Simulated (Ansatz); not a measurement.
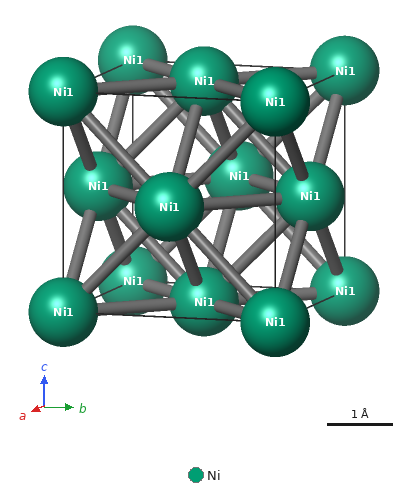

The input geometry of run 1 (ball-and-stick view of the cell 4 times as large as that of the calculation, set on its symmetry axes, seen slightly off an axis; atoms are numbered from 1 in the order of the input). Near neighbours in the crystal (not all of them lie inside the picture): Ni has 12 Ni at 2.46 Å.

**Ni: one change and its effect**

System: Ni (1 atom in the cell).
Method of run 1: Kohn-Sham DFT of a periodic cell, revPBE with D3(BJ), Ansatz PAW, spin-polarised (Ansatz 0.2.0).

The structure derives from a Materials Project entry. Text and figures count atoms from 1; the logs count them from 0 in places.

## Input file, run 1
```yaml
crystal:
  lattice:
    - [0.0, 1.737572933, 1.737572933]
    - [1.737572933, 0.0, 1.737572933]
    - [1.737572933, 1.737572933, 0.0]
  atoms:
    - { symbol: Ni, position: [0.0, 0.0, 0.0], spin: 1.0 }
hamiltonian:
  xc: revpbe
  pseudopotentials: { kind: paw }
  dispersion: d3bj
magnetization:
  spin_polarized: true
kpoints:
  mp_grid: { grid: [13, 13, 13] }
scf:
  occupations: { method: fermi_dirac, width: 0.05 }
output:
  forces: true
  stress: true
relax:
  f_tol: 0.01
  max_steps: 40
  cell: { stress_tol: 0.05 }
```

Launched with:
```bash
ansatz run input.yaml --threads 2 --pin off --max-ram 5632MiB --backend cpu --events-out ev --progress --plain --runs-dir out
```

Hardware: 2 threads of Intel Xeon (Emerald Rapids), 16 GiB of memory available, shared host.

## Output, shortened to warnings, some set-up lines, iterations and results (run 1)
```
Basis set: ecut = 420 eV, 181 PW (Γ), exchange–correlation on 36×36×36 points (8 copies of the dense FFT grid, shifted against one another)
Symmetry: 48 space group operations
k-points: 84 of 2197
Initial density: superposition of atomic densities (chi_scale 0.1, normalization cell)
[...]
SCF iter   1: F=—  HF=-5843.438834 eV  |F-HF|=—  |Δ(HF+E_count)|=         —  Δρ=7.37e-2 (↑3.38e-2 ↓7.37e-2)  dr2=7.29e-1  dr2_m=4.09e-2  M=0.938 μB ∫|m|=0.997 μB  β_m=0.30  …
SCF iter   2: F=—  HF=-5843.294281 eV  |F-HF|=—  |Δ(HF+E_count)|=   1.45e-1  Δρ=4.09e-2 (↑4.09e-2 ↓3.72e-2)  dr2=2.74e-1  dr2_m=6.94e-3  M=0.847 μB ∫|m|=0.921 μB  β_m=0.25  …
SCF iter   3: F=—  HF=-5843.481170 eV  |F-HF|=—  |Δ(HF+E_count)|=         —  Δρ=3.83e-2 (↑1.57e-2 ↓3.83e-2)  dr2=3.31e-2  dr2_m=6.03e-2  M=0.704 μB ∫|m|=0.775 μB  β_m=0.25  …
SCF iter   4: F=—  HF=-5843.722934 eV  |F-HF|=—  |Δ(HF+E_count)|=   2.42e-1  Δρ=3.07e-2 (↑1.46e-2 ↓3.07e-2)  dr2=1.61e-2  dr2_m=4.54e-2  M=0.684 μB ∫|m|=0.759 μB  β_m=0.62  …
SCF iter   5: F=—  HF=-5844.216227 eV  |F-HF|=—  |Δ(HF+E_count)|=   4.93e-1  Δρ=2.28e-2 (↑1.75e-2 ↓2.28e-2)  dr2=9.81e-2  dr2_m=7.80e-4  M=0.629 μB ∫|m|=0.716 μB  β_m=0.56  …
[... 32 lines ...]
SCF iter   7: F=—  HF=-5844.209197 eV  |F-HF|=—  |Δ(HF+E_count)|=  2.73e-11  Δρ=2.81e-7 (↑2.00e-7 ↓2.81e-7)  dr2=1.40e-11  dr2_m=1.89e-13  M=0.630 μB ∫|m|=0.718 μB  β_m=0.93  …
SCF iter   8: F=—  HF=-5844.209197 eV  |F-HF|=—  |Δ(HF+E_count)|=  1.82e-12  Δρ=2.09e-8 (↑2.09e-8 ↓2.08e-8)  dr2=1.07e-13  dr2_m=4.04e-16  M=0.630 μB ∫|m|=0.718 μB  β_m=0.96  …
SCF iter   9: F=-5844.209197 eV  HF=-5844.209197 eV  |F-HF|=0.00e0  |Δ(HF+E_count)|=  1.82e-12  Δρ=4.20e-9 (↑9.50e-10 ↓4.20e-9)  dr2=1.11e-15  dr2_m=2.82e-16  M=0.630 μB …
SCF 4 converged in 9 iterations: F = -5844.209197 eV  dr2 = 1.11e-15
relax step   4: F+E_penalty+E_count = -5844.20919726 eV  Δ(F+E_penalty+E_count) = +7.157e-5 eV  max|allowed force component| = 0.000e0 eV/Å  Δτ_max = 0.0000 Å  P = +0.046 GPa …
basis re-selected at this cell: Δ(F+E_penalty+E_count) = +7.157e-5 eV, ΔP = +0.017 GPa vs the last step (what re-selecting the basis moved, of the pressure what is left beyond the Pulay correction that the steps carried, after the strain that the cell walked since its last selection, with what the …
SCF converged after 9 iterations
Magnetization: 0.6302 μB (9.3151 up, 8.6849 down)
Absolute magnetization: 0.7187 μB (∫|ρ↑−ρ↓|, with the PAW one-centre terms)
Spin contamination: 0.0067 ħ² per cell (⟨S²⟩ above its minimum at these occupations)
Per-site moments (μB) at R_I (Å): [(0.6680151139946344, 1.0099669303515197)]
Free energy (F): -5844.209197 eV
Harris-Foulkes:  -5844.209197 eV  (|F-HF|=0.00e0)
Internal energy: -5844.196913 eV  (E = F + TS)
E sigma→0 (E₀):  -5844.203055 eV
Entropy (-TS):   -0.012284 eV (-12.284 meV/atom)
Fermi energy:    19.400374 eV
--- Per-component energies (eV) ---
  E_band       = -265.085231
  E_kinetic    = 282.903690
  E_local      = -3359.001423  (includes V_loc(G=0)·N_el)
  E_nonlocal   = 634.953634
  E_hartree    = 1404.959687
  E_xc         = -85.292940
  E_vxc        = -109.939604  (∫ρ·V_xc dr)
  E_paw        = -1632.915027  (= ΣΔE_a)
  E_vpaw       = -523.921421  (= ΣTr[D̂ρ^β])
  E_aug_tail   = 0.000522  (compensation charges beyond the density's cutoff)
  E_ewald      = -3088.836290
  E_disp       = -0.937284  (pairwise vdW)
  E_core_change = -0.031482  (= ΣΔE_core)
  E_smearing   = -0.012284  (= −TS)
  E_closure    = -0.000000  (closes the sum)
  Σ components = -5844.209197   (vs F -5844.209197, Δ=0.00e0)
--- Forces (eV/Å), atoms counted from 1 ---
  atom   1  Ni    -0.00000000     0.00000000     0.00000000
  max |Σ_I F_I| component: 8.22e-32 eV/Å
--- Stress (GPa, compression-positive) ---
        0.046406      -0.000000      -0.000000
       -0.000000       0.046406      -0.000000
       -0.000000      -0.000000       0.046406
  P = ⅓ Tr σ = 0.0464 GPa (0.464 kbar)
--- Relaxed structure (3 steps of the walk, 3 accepted, 1 SCFs on fresh bases) ---
  F+E_penalty+E_count = -5844.20919726 eV   max|allowed force component| = 0.000e0 eV/Å   (the final SCF, on the basis selected at the relaxed cell)
  cell:  # Å, volume = 10.3785 Å³
    - [-3.025377144531756e-35, 1.7312835520623542, 1.7312835520623542]
    - [1.7312835520623542, 3.1955546089116674e-34, 1.7312835520623542]
[...]
```

Run 2 used a changed input.

## The two runs side by side

| quantity | run 1 | run 2 |
| --- | --- | --- |
| outcome | converged | converged |
| free energy per atom (eV) | −5844.2092 | −5844.0979 |
| energy per atom, smearing taken to zero (eV) | −5844.2031 | −5844.0917 |
| net moment of the cell (μB) | 0.63 | 0.63 |
| absolute moment of the cell (μB) | 0.72 | 0.72 |
| pressure (GPa) | 0.05 | 0.00 |
| volume per atom (Å³) | 10.38 | 10.50 |
| largest force (eV/Å) | 0.000 | 0.000 |
| SCF iterations | 34 | 31 |
| irreducible k-points | 84 | 84 |
| wall time (shared host) | 2.8 s | 3.4 s |

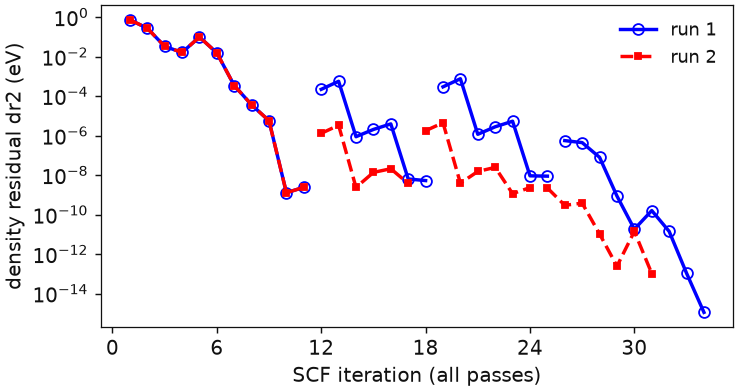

Convergence of the two runs: density residual dr2 against the SCF iteration. A break in a curve parts two SCF passes. Run 1 takes 34 iterations in all, and run 2 takes 31.

Which change of the input explains these differences?

The change (lines with − go, lines with + come):
```diff
-  dispersion: d3bj
+  dispersion: d4
```

The total energies belong to different models, so their difference says nothing on which is more stable or more accurate. The volume per atom goes from 10.38 to 10.50 Å³. The SCF takes 31 iterations over all geometry steps against 34.

## Output, shortened to warnings, some set-up lines, iterations and results (run 2)
```
Basis set: ecut = 420 eV, 181 PW (Γ), exchange–correlation on 36×36×36 points (8 copies of the dense FFT grid, shifted against one another)
Symmetry: 48 space group operations
k-points: 84 of 2197
Initial density: superposition of atomic densities (chi_scale 0.1, normalization cell)
[...]
SCF iter   1: F=—  HF=-5843.328377 eV  |F-HF|=—  |Δ(HF+E_count)|=         —  Δρ=7.37e-2 (↑3.38e-2 ↓7.37e-2)  dr2=7.29e-1  dr2_m=4.09e-2  M=0.938 μB ∫|m|=0.997 μB  β_m=0.30  …
SCF iter   2: F=—  HF=-5843.183824 eV  |F-HF|=—  |Δ(HF+E_count)|=   1.45e-1  Δρ=4.09e-2 (↑4.09e-2 ↓3.72e-2)  dr2=2.74e-1  dr2_m=6.94e-3  M=0.847 μB ∫|m|=0.921 μB  β_m=0.25  …
SCF iter   3: F=—  HF=-5843.370713 eV  |F-HF|=—  |Δ(HF+E_count)|=         —  Δρ=3.83e-2 (↑1.57e-2 ↓3.83e-2)  dr2=3.31e-2  dr2_m=6.03e-2  M=0.704 μB ∫|m|=0.775 μB  β_m=0.25  …
SCF iter   4: F=—  HF=-5843.612477 eV  |F-HF|=—  |Δ(HF+E_count)|=   2.42e-1  Δρ=3.07e-2 (↑1.46e-2 ↓3.07e-2)  dr2=1.61e-2  dr2_m=4.54e-2  M=0.684 μB ∫|m|=0.759 μB  β_m=0.62  …
SCF iter   5: F=—  HF=-5844.105770 eV  |F-HF|=—  |Δ(HF+E_count)|=   4.93e-1  Δρ=2.28e-2 (↑1.75e-2 ↓2.28e-2)  dr2=9.81e-2  dr2_m=7.80e-4  M=0.629 μB ∫|m|=0.716 μB  β_m=0.56  …
[... 29 lines ...]
SCF iter   5: F=—  HF=-5844.097927 eV  |F-HF|=—  |Δ(HF+E_count)|=  2.55e-11  Δρ=7.05e-8 (↑5.68e-8 ↓7.05e-8)  dr2=2.43e-13  dr2_m=3.01e-13  M=0.631 μB ∫|m|=0.721 μB  β_m=0.78  …
SCF iter   6: F=—  HF=-5844.097927 eV  |F-HF|=—  |Δ(HF+E_count)|=  1.82e-11  Δρ=3.06e-7 (↑1.81e-7 ↓3.06e-7)  dr2=1.40e-11  dr2_m=4.07e-13  M=0.631 μB ∫|m|=0.721 μB  β_m=0.89  …
SCF iter   7: F=-5844.097927 eV  HF=-5844.097927 eV  |F-HF|=9.09e-13  |Δ(HF+E_count)|=  1.82e-12  Δρ=2.95e-8 (↑1.12e-8 ↓2.95e-8)  dr2=1.03e-13  dr2_m=1.41e-14  M=0.631 μB …
SCF 4 converged in 7 iterations: F = -5844.097927 eV  dr2 = 1.03e-13
relax step   4: F+E_penalty+E_count = -5844.09792663 eV  Δ(F+E_penalty+E_count) = -4.052e-6 eV  max|allowed force component| = 0.000e0 eV/Å  Δτ_max = 0.0000 Å  P = -0.003 GPa …
basis re-selected at this cell: Δ(F+E_penalty+E_count) = -4.052e-6 eV, ΔP = -0.001 GPa vs the last step (what re-selecting the basis moved, of the pressure what is left beyond the Pulay correction that the steps carried, after the strain that the cell walked since its last selection, with what the …
SCF converged after 7 iterations
Magnetization: 0.6311 μB (9.3155 up, 8.6845 down)
Absolute magnetization: 0.7214 μB (∫|ρ↑−ρ↓|, with the PAW one-centre terms)
Spin contamination: 0.0069 ħ² per cell (⟨S²⟩ above its minimum at these occupations)
Per-site moments (μB) at R_I (Å): [(0.6695543311129263, 1.0139202281742665)]
Free energy (F): -5844.097927 eV
Harris-Foulkes:  -5844.097927 eV  (|F-HF|=9.09e-13)
Internal energy: -5844.085453 eV  (E = F + TS)
E sigma→0 (E₀):  -5844.091690 eV
Entropy (-TS):   -0.012473 eV (-12.473 meV/atom)
Fermi energy:    19.121930 eV
--- Per-component energies (eV) ---
  E_band       = -269.612178
  E_kinetic    = 282.650101
  E_local      = -3378.513875  (includes V_loc(G=0)·N_el)
  E_nonlocal   = 635.072426
  E_hartree    = 1412.548500
  E_xc         = -85.168839
  E_vxc        = -109.769139  (∫ρ·V_xc dr)
  E_paw        = -1633.034354  (= ΣΔE_a)
  E_vpaw       = -524.149237  (= ΣTr[D̂ρ^β])
  E_aug_tail   = 0.000570  (compensation charges beyond the density's cutoff)
  E_ewald      = -3076.792847
  E_disp       = -0.815652  (pairwise vdW)
  E_core_change = -0.031482  (= ΣΔE_core)
  E_smearing   = -0.012473  (= −TS)
  E_closure    = 0.000000  (closes the sum)
  Σ components = -5844.097927   (vs F -5844.097927, Δ=0.00e0)
--- Forces (eV/Å), atoms counted from 1 ---
  atom   1  Ni    -0.00000000    -0.00000000    -0.00000000
  max |Σ_I F_I| component: 4.11e-32 eV/Å
--- Stress (GPa, compression-positive) ---
       -0.002604      -0.000000      -0.000000
       -0.000000      -0.002604      -0.000000
       -0.000000      -0.000000      -0.002604
  P = ⅓ Tr σ = -0.0026 GPa (-0.026 kbar)
--- Relaxed structure (3 steps of the walk, 3 accepted, 1 SCFs on fresh bases) ---
  F+E_penalty+E_count = -5844.09792663 eV   max|allowed force component| = 0.000e0 eV/Å   (the final SCF, on the basis selected at the relaxed cell)
  cell:  # Å, volume = 10.5009 Å³
    - [-2.149610076377827e-35, 1.7380602883011766, 1.7380602883011766]
    - [1.7380602883011766, -1.1942278202099045e-35, 1.7380602883011766]
[...]
```

For both runs: Points of doubt noted for this run: forces on files of another functional.
